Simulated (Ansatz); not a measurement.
Ag: geometry relaxation (part 3 of 3)

The same run, continued: Ag (8 atoms in the cell); DFT PBE, scalar-relativistic, plane waves, PAW, no spin polarisation (Ansatz 0.2.0); cutoff 420 eV, 1×1×13 k-mesh, Gaussian smearing of 0.05 eV. The structure derives from an entry of the Crystallography Open Database. It belongs to a series of runs on one base structure; here: wire along [0 0 1], 8 atoms a period.

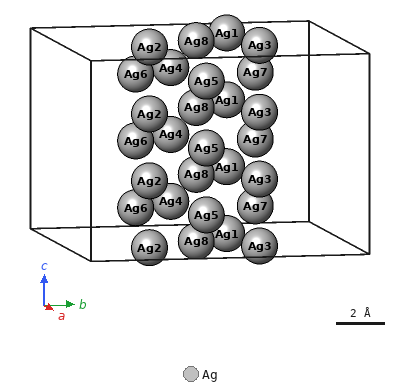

The geometry at step 13 of the log (spheres-only view of the 3 repeat of the cell, with the vacuum cut short, seen slightly off an axis; atoms are numbered from 1 in the order of the input).

## Trajectory as extended XYZ, continued
```
8
Lattice="13.1000 0.0000 0.0000 0.0000 13.4000 0.0000 0.0000 0.0000 3.5334" Properties=species:S:1:pos:R:3:forces:R:3 step=5 energy=-60719.48495 pressure_GPa=-0.05
Ag    4.3563    8.8437    0.0000   -0.0870   0.0371   0.0000
Ag    8.6997    4.5110    0.0000    0.0376  -0.0875   0.0000
Ag    8.6314    8.7851    0.0000    0.0302   0.0302   0.0000
Ag    4.4170    6.6780    1.7667   -0.1368  -0.0954   0.0000
Ag    8.7942    6.6434    1.7667    0.2296  -0.0250   0.0000
Ag    6.5338    4.5671    1.7667   -0.0946  -0.1368   0.0000
Ag    6.4889    8.9433    1.7667   -0.0260   0.2291   0.0000
Ag    6.5523    6.7020    0.0000    0.0471   0.0483   0.0000
8
Lattice="13.1000 0.0000 0.0000 0.0000 13.4000 0.0000 0.0000 0.0000 3.3359" Properties=species:S:1:pos:R:3:forces:R:3 step=6 energy=-60719.73473 pressure_GPa=-0.05
Ag    4.2609    8.8603    0.0000   -0.1279   0.0400   0.0000
Ag    8.7172    4.4159    0.0000    0.0412  -0.1281   0.0000
Ag    8.6752    8.8295    0.0000   -0.0027  -0.0024   0.0000
Ag    4.3694    6.6343    1.6680   -0.0307  -0.1480   0.0000
Ag    8.9101    6.6029    1.6680    0.1947   0.0502   0.0000
Ag    6.4911    4.5196    1.6680   -0.1481  -0.0314   0.0000
Ag    6.4476    9.0591    1.6680    0.0497   0.1945   0.0000
Ag    6.6020    6.7520    0.0000    0.0239   0.0254   0.0000
8
Lattice="13.1000 0.0000 0.0000 0.0000 13.4000 0.0000 0.0000 0.0000 3.1369" Properties=species:S:1:pos:R:3:forces:R:3 step=7 energy=-60720.06097 pressure_GPa=-0.19
Ag    4.1574    8.8551    0.0000   -0.1753   0.0528   0.0000
Ag    8.7127    4.3124    0.0000    0.0537  -0.1751   0.0000
Ag    8.7161    8.8707    0.0000    0.1390   0.1398   0.0000
Ag    4.3428    6.5518    1.5684   -0.0629  -0.2288   0.0000
Ag    9.0548    6.5731    1.5684    0.2163   0.0709   0.0000
Ag    6.4091    4.4929    1.5684   -0.2288  -0.0642   0.0000
Ag    6.4173    9.2038    1.5684    0.0706   0.2167   0.0000
Ag    6.6633    6.8137    0.0000   -0.0125  -0.0121   0.0000
8
Lattice="13.1000 0.0000 0.0000 0.0000 13.4000 0.0000 0.0000 0.0000 2.9347" Properties=species:S:1:pos:R:3:forces:R:3 step=8 energy=-60720.44822 pressure_GPa=0.06
Ag    4.0756    8.8548    0.0000   -0.1057  -0.0417   0.0000
Ag    8.7128    4.2307    0.0000   -0.0408  -0.1058   0.0000
Ag    8.7778    8.9327    0.0000    0.0746   0.0746   0.0000
Ag    4.3015    6.4704    1.4673   -0.0911  -0.1557   0.0000
Ag    9.1667    6.5640    1.4673    0.2282   0.0768   0.0000
Ag    6.3280    4.4513    1.4673   -0.1557  -0.0916   0.0000
Ag    6.4079    9.3158    1.4673    0.0758   0.2281   0.0000
Ag    6.7033    6.8539    0.0000    0.0147   0.0152   0.0000
8
Lattice="13.1000 0.0000 0.0000 0.0000 13.4000 0.0000 0.0000 0.0000 2.7793" Properties=species:S:1:pos:R:3:forces:R:3 step=9 energy=-60720.47608 pressure_GPa=0.85
Ag    4.1508    8.7089    0.0000    0.0077   0.0651   0.0000
Ag    8.5669    4.3060    0.0000    0.0653   0.0093   0.0000
Ag    8.8448    9.0000    0.0000    0.2178   0.2224   0.0000
Ag    4.2210    6.2875    1.3897   -0.1182   0.0081   0.0000
Ag    9.3058    6.6556    1.3897    0.1554  -0.2356   0.0000
Ag    6.1454    4.3698    1.3897    0.0084  -0.1173   0.0000
Ag    6.4981    9.4548    1.3897   -0.2321   0.1532   0.0000
Ag    6.7407    6.8910    0.0000   -0.1043  -0.1052   0.0000
8
Lattice="13.1000 0.0000 0.0000 0.0000 13.4000 0.0000 0.0000 0.0000 2.8803" Properties=species:S:1:pos:R:3:forces:R:3 step=10 energy=-60720.40186 pressure_GPa=-0.95 accepted=F
Ag    4.1086    8.6985    0.0000    0.2623  -0.2170   0.0000
Ag    8.5567    4.2641    0.0000   -0.2182   0.2607   0.0000
Ag    8.9821    9.1387    0.0000   -0.3792  -0.3831   0.0000
Ag    4.1797    6.2029    1.4402   -0.0981   0.5138   0.0000
Ag    9.3957    6.6066    1.4402   -0.2907   0.2056   0.0000
Ag    6.0609    4.3286    1.4402    0.5141  -0.0957   0.0000
Ag    6.4498    9.5442    1.4402    0.2024  -0.2921   0.0000
Ag    6.7400    6.8900    0.0000    0.0076   0.0079   0.0000
8
Lattice="13.1000 0.0000 0.0000 0.0000 13.4000 0.0000 0.0000 0.0000 2.8631" Properties=species:S:1:pos:R:3:forces:R:3 step=11 energy=-60720.55852 pressure_GPa=-0.04
Ag    4.1598    8.7215    0.0000    0.0285  -0.0241   0.0000
Ag    8.5742    4.3231    0.0000   -0.0263   0.0312   0.0000
Ag    8.8887    9.0465    0.0000   -0.0223  -0.0250   0.0000
Ag    4.2113    6.3025    1.4315   -0.0341   0.0278   0.0000
Ag    9.2846    6.6510    1.4315    0.0129   0.0217   0.0000
Ag    6.1540    4.3530    1.4315    0.0300  -0.0305   0.0000
Ag    6.4899    9.4210    1.4315    0.0201   0.0195   0.0000
Ag    6.7110    6.8550    0.0000   -0.0088  -0.0205   0.0000
8
Lattice="13.1000 0.0000 0.0000 0.0000 13.4000 0.0000 0.0000 0.0000 2.8610" Properties=species:S:1:pos:R:3:forces:R:3 step=12 energy=-60720.56189 pressure_GPa=0.01
Ag    4.2078    8.6835    0.0000    0.0115   0.0175   0.0000
Ag    8.5392    4.3684    0.0000    0.0187   0.0100   0.0000
Ag    8.9068    9.0639    0.0000    0.0004   0.0035   0.0000
Ag    4.1839    6.2729    1.4305   -0.0172   0.0029   0.0000
Ag    9.2895    6.6787    1.4305    0.0060  -0.0014   0.0000
Ag    6.1285    4.3290    1.4305    0.0021  -0.0183   0.0000
Ag    6.5181    9.4325    1.4305    0.0006   0.0032   0.0000
Ag    6.6999    6.8446    0.0000   -0.0220  -0.0173   0.0000
8
Lattice="13.1000 0.0000 0.0000 0.0000 13.4000 0.0000 0.0000 0.0000 2.8612" Properties=species:S:1:pos:R:3:forces:R:3 step=13 energy=-60720.56334 pressure_GPa=-0.02
Ag    4.2281    8.6812    0.0000    0.0043   0.0001   0.0000
Ag    8.5384    4.3873    0.0000    0.0007   0.0043   0.0000
Ag    8.9295    9.0871    0.0000    0.0106   0.0105   0.0000
Ag    4.1644    6.2640    1.4306    0.0036  -0.0064   0.0000
Ag    9.2765    6.6990    1.4306   -0.0182   0.0033   0.0000
Ag    6.1213    4.3105    1.4306   -0.0064   0.0044   0.0000
Ag    6.5391    9.4208    1.4306    0.0036  -0.0174   0.0000
Ag    6.6763    6.8237    0.0000    0.0018   0.0012   0.0000
8
Lattice="13.1000 0.0000 0.0000 0.0000 13.4000 0.0000 0.0000 0.0000 2.8622" Properties=species:S:1:pos:R:3:forces:R:3 step=14 energy=-60720.57678 pressure_GPa=-0.11
Ag    4.3373    8.6487    0.0000   -0.0720  -0.0442   0.0000
Ag    8.5136    4.4886    0.0000   -0.0525  -0.0567   0.0000
Ag    9.0668    9.2261    0.0000    0.0611   0.0506   0.0000
Ag    4.0713    6.2061    1.4311    0.0544   0.0133   0.0000
Ag    9.1881    6.8134    1.4311   -0.1226   0.0612   0.0000
Ag    6.0727    4.2233    1.4311    0.0127   0.0603   0.0000
Ag    6.6570    9.3417    1.4311    0.0545  -0.1152   0.0000
Ag    6.5667    6.7257    0.0000    0.0644   0.0306   0.0000
8
Lattice="13.1000 0.0000 0.0000 0.0000 13.4000 0.0000 0.0000 0.0000 2.8640" Properties=species:S:1:pos:R:3:forces:R:3 step=15 energy=-60720.61984 pressure_GPa=-0.17
Ag    4.3816    8.6407    0.0000   -0.0689  -0.0404   0.0000
Ag    8.5069    4.5331    0.0000   -0.0532  -0.0513   0.0000
Ag    9.2015    9.3613    0.0000   -0.0072  -0.0156   0.0000
Ag    4.0245    6.1823    1.4320    0.0320   0.0438   0.0000
Ag    9.0585    6.9142    1.4320   -0.1298   0.1273   0.0000
Ag    6.0515    4.1766    1.4320    0.0415   0.0368   0.0000
Ag    6.7584    9.2158    1.4320    0.1193  -0.1288   0.0000
Ag    6.4906    6.6496    0.0000    0.0663   0.0281   0.0000
8
Lattice="13.1000 0.0000 0.0000 0.0000 13.4000 0.0000 0.0000 0.0000 2.8580" Properties=species:S:1:pos:R:3:forces:R:3 step=16 energy=-60720.62230 pressure_GPa=-0.02
Ag    4.3805    8.6598    0.0000    0.0758  -0.0524   0.0000
Ag    8.5210    4.5387    0.0000   -0.0503   0.0724   0.0000
Ag    9.3151    9.4760    0.0000   -0.1113  -0.1145   0.0000
Ag    4.0054    6.1952    1.4290   -0.0653   0.0197   0.0000
Ag    8.8994    7.0139    1.4290    0.2036  -0.0148   0.0000
Ag    6.0602    4.1534    1.4290    0.0152  -0.0671   0.0000
Ag    6.8562    9.0509    1.4290   -0.0233   0.2004   0.0000
Ag    6.4359    6.5858    0.0000   -0.0445  -0.0437   0.0000
8
Lattice="13.1000 0.0000 0.0000 0.0000 13.4000 0.0000 0.0000 0.0000 2.8526" Properties=species:S:1:pos:R:3:forces:R:3 step=17 energy=-60720.64152 pressure_GPa=0.01
Ag    4.3998    8.6396    0.0000    0.0139  -0.0062   0.0000
Ag    8.4988    4.5564    0.0000   -0.0055   0.0140   0.0000
Ag    9.2794    9.4382    0.0000    0.0085   0.0089   0.0000
Ag    3.9996    6.1862    1.4263   -0.0190   0.0083   0.0000
Ag    8.9534    7.0051    1.4263    0.0310  -0.0373   0.0000
Ag    6.0477    4.1473    1.4263    0.0066  -0.0200   0.0000
Ag    6.8469    9.1039    1.4263   -0.0368   0.0301   0.0000
Ag    6.4481    6.5970    0.0000    0.0013   0.0022   0.0000
8
Lattice="13.1000 0.0000 0.0000 0.0000 13.4000 0.0000 0.0000 0.0000 2.8533" Properties=species:S:1:pos:R:3:forces:R:3 step=18 energy=-60720.64227 pressure_GPa=-0.01
Ag    4.4005    8.6378    0.0000   -0.0013   0.0005   0.0000
Ag    8.4951    4.5557    0.0000   -0.0002  -0.0014   0.0000
Ag    9.2745    9.4317    0.0000   -0.0009  -0.0013   0.0000
Ag    3.9988    6.1882    1.4266    0.0005  -0.0001   0.0000
Ag    8.9667    6.9941    1.4266    0.0015   0.0013   0.0000
Ag    6.0468    4.1468    1.4266   -0.0002   0.0006   0.0000
Ag    6.8377    9.1167    1.4266    0.0013   0.0012   0.0000
Ag    6.4534    6.6025    0.0000   -0.0007  -0.0009   0.0000
8
Lattice="13.1000 0.0000 0.0000 0.0000 13.4000 0.0000 0.0000 0.0000 2.8511" Properties=species:S:1:pos:R:3:forces:R:3 step=19 energy=-60720.63939 pressure_GPa=0.05 accepted=F
Ag    4.3732    8.6500    0.0000    0.0416   0.0075   0.0000
Ag    8.5035    4.5302    0.0000    0.0123   0.0329   0.0000
Ag    9.2478    9.4039    0.0000    0.0358   0.0381   0.0000
Ag    4.0187    6.2069    1.4255   -0.0043  -0.0352   0.0000
Ag    8.9758    6.9740    1.4255    0.0239  -0.0250   0.0000
Ag    6.0611    4.1654    1.4255   -0.0352  -0.0067   0.0000
Ag    6.8177    9.1218    1.4255   -0.0243   0.0256   0.0000
Ag    6.4757    6.6213    0.0000   -0.0498  -0.0372   0.0000
8
Lattice="13.1000 0.0000 0.0000 0.0000 13.4000 0.0000 0.0000 0.0000 2.8532" Properties=species:S:1:pos:R:3:forces:R:3 step=20 energy=-60720.64227 pressure_GPa=-0.01
Ag    4.4003    8.6387    0.0000    0.0001   0.0002   0.0000
Ag    8.4946    4.5547    0.0000   -0.0001  -0.0002   0.0000
Ag    9.2745    9.4304    0.0000    0.0002  -0.0001   0.0000
Ag    3.9990    6.1892    1.4266    0.0003  -0.0002   0.0000
Ag    8.9674    6.9932    1.4266    0.0002   0.0000   0.0000
Ag    6.0462    4.1473    1.4266   -0.0004   0.0003   0.0000
Ag    6.8379    9.1171    1.4266    0.0002   0.0002   0.0000
Ag    6.4537    6.6029    0.0000   -0.0004  -0.0002   0.0000
8
Lattice="13.1000 0.0000 0.0000 0.0000 13.4000 0.0000 0.0000 0.0000 2.8532" Properties=species:S:1:pos:R:3:forces:R:3 step=21 energy=-60720.63190 pressure_GPa=-0.03
Ag    4.4003    8.6387    0.0000    0.0000   0.0003   0.0000
Ag    8.4946    4.5547    0.0000    0.0000  -0.0002   0.0000
Ag    9.2745    9.4304    0.0000    0.0002  -0.0001   0.0000
Ag    3.9990    6.1892    1.4266    0.0002  -0.0002   0.0000
Ag    8.9674    6.9932    1.4266    0.0002   0.0000   0.0000
Ag    6.0462    4.1473    1.4266   -0.0005   0.0003   0.0000
Ag    6.8379    9.1171    1.4266    0.0001   0.0001   0.0000
Ag    6.4537    6.6029    0.0000   -0.0003  -0.0001   0.0000
```

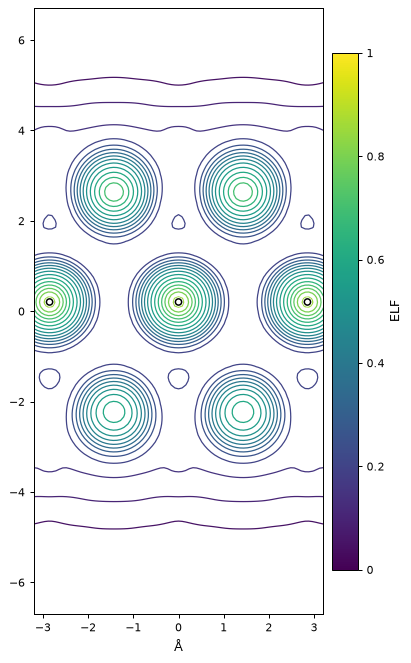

ELF on the (100) plane of the calculation cell, a cut from vacuum to vacuum. Circles mark the nuclei in the plane (Ag). The section cuts through Ag sites. Ag–Ag (2.85 Å): the ELF is about 0.15 at the midpoint; no shared electron pair. The strong features right at Ag lie inside the PAW spheres (semicore, d or f shells) and say nothing about bonding. Core electrons are frozen (PAW), so the fields are smoothed inside the atomic spheres.

The run was set up as follows.

## The input
```yaml
crystal:
  lattice:
    - [13.1, 0.0, 0.0]
    - [0.0, 13.4, 0.0]
    - [0.0, 0.0, 4.1471786766]
  atoms:
    - { symbol: Ag, position: [0.3417107375, 0.654745473, 0.0] }
    - { symbol: Ag, position: [0.6582892625, 0.345254527, 0.0] }
    - { symbol: Ag, position: [0.6582892625, 0.654745473, 0.0] }
    - { symbol: Ag, position: [0.3417107375, 0.5, 0.5] }
    - { symbol: Ag, position: [0.6582892625, 0.5, 0.5] }
    - { symbol: Ag, position: [0.5, 0.345254527, 0.5] }
    - { symbol: Ag, position: [0.5, 0.654745473, 0.5] }
    - { symbol: Ag, position: [0.5, 0.5, 0.0] }
basis:
  ecutwfc: 420
kpoints:
  mp_grid: { grid: [1, 1, 13] }
hamiltonian:
  xc: pbe
scf:
  occupations: { method: gaussian, width: 0.05 }
output:
  forces: true
  stress: true
  eigenvalues: true
  populations: true
  write_density: true
  write_potential: true
  elf: true
  volumetric_format: npy
relax:
  adjacent_minimum: "off"
  f_tol: 0.02
  max_steps: 45
  cell: { fix: [a, b, alpha, beta, gamma], stress_tol: 0.03 }
```

Command:
```bash
ansatz run input.yaml --threads 4 --pin off --max-ram 11264MiB --backend cpu --events-out ev --progress --plain --runs-dir out
```

## Summary

| quantity | value |
| --- | --- |
| outcome | converged |
| electrons treated | 152 |
| free energy | −60720.6319 eV |
| Fermi energy | 1.595 eV |
| gap on the k-point mesh | none (metallic) |
| final volume | 500.85 Å³ |
| largest force (length of the vector) at the end | 0.001 eV/Å |
| hardware | 4 threads of Intel Xeon @ 2.70GHz, 189 GiB of memory available, shared host |
| wall time | 5.8 min (CPU time 22 min) |
| peak memory | 1.7 GiB |

## Notes

Warnings of the run: the exchange-correlation potential is rough where the density is thin.
